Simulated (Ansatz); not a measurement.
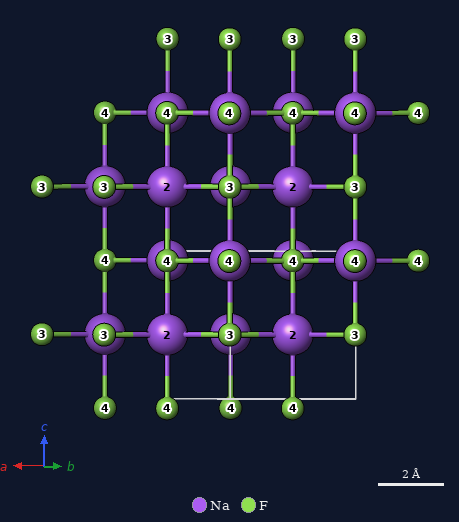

Reference structure: crystalline NaF (built on the wurtzite type) at its r2SCAN-relaxed geometry. The picture is a ball-and-stick view of the cell of the calculation, repeated 2 × 2 × 2 with one cell outlined, seen from a free direction.

These are results of Ansatz, DFT, r2SCAN, plane waves, PAW, not measurements. Settings: plane-wave cutoff 500 eV; k-point mesh 12 × 12 × 6; occupations fixed; no spin polarisation.

The variant: The cell is strained by +1.0 % along a and none across it (volume +1.0 %). The atoms were relaxed with r2SCAN under that strain, and this is a single point on that geometry.

Input file:
```yaml
crystal:
  lattice:
    - [3.9067452882, 0.0, 0.0]
    - [-1.9533726441, 3.3498422433, 0.0]
    - [0.0, 0.0, 4.5513806497]
  atoms:
    - { symbol: Na, position: [0.3325591009, 0.6651182017, -0.0625] }
    - { symbol: Na, position: [0.6674408991, 0.3348817983, 0.4375] }
    - { symbol: F, position: [0.3324730304, 0.6649460608, 0.4375] }
    - { symbol: F, position: [0.6675269696, 0.3350539392, 0.9375] }
kpoints:
  mp_grid: { grid: [12, 12, 6] }
  band_path:
    path:
      - [0.0, 0.0, 0.0]
      - [0.5, 0.0, 0.0]
      - [0.3333333333, 0.3333333333, 0.0]
      - [0.0, 0.0, 0.5]
      - [0.5, 0.0, 0.5]
      - [0.3333333333, 0.3333333333, 0.5]
    npoints: 1
hamiltonian:
  xc: r2scan
scf:
  occupations: { method: fixed }
  n_extra_bands: 5
output:
  forces: true
  stress: true
  eigenvalues: true
  write_density: true
  write_potential: true
  elf: true
  volumetric_format: npy
```

Run as
```bash
ansatz run input.yaml --threads 2 --pin off --max-ram 2211MiB --backend cpu --events-out ev --progress --plain --runs-dir out
```

> What is the effect?

The energy changes by less than 1 meV per atom. Pressure: 0.0 GPa before, −0.4 GPa after. The principal stresses (compression positive) are −0.2 GPa along c and −0.5 GPa across it. The forces stay under 0.01 eV/Å. Near-neighbour distances before and after: F–Na 2.233 → 2.244 Å. The space group (tolerance 0.01 Å) goes from P6_3/mmc (No. 194) to Cmcm (No. 63).
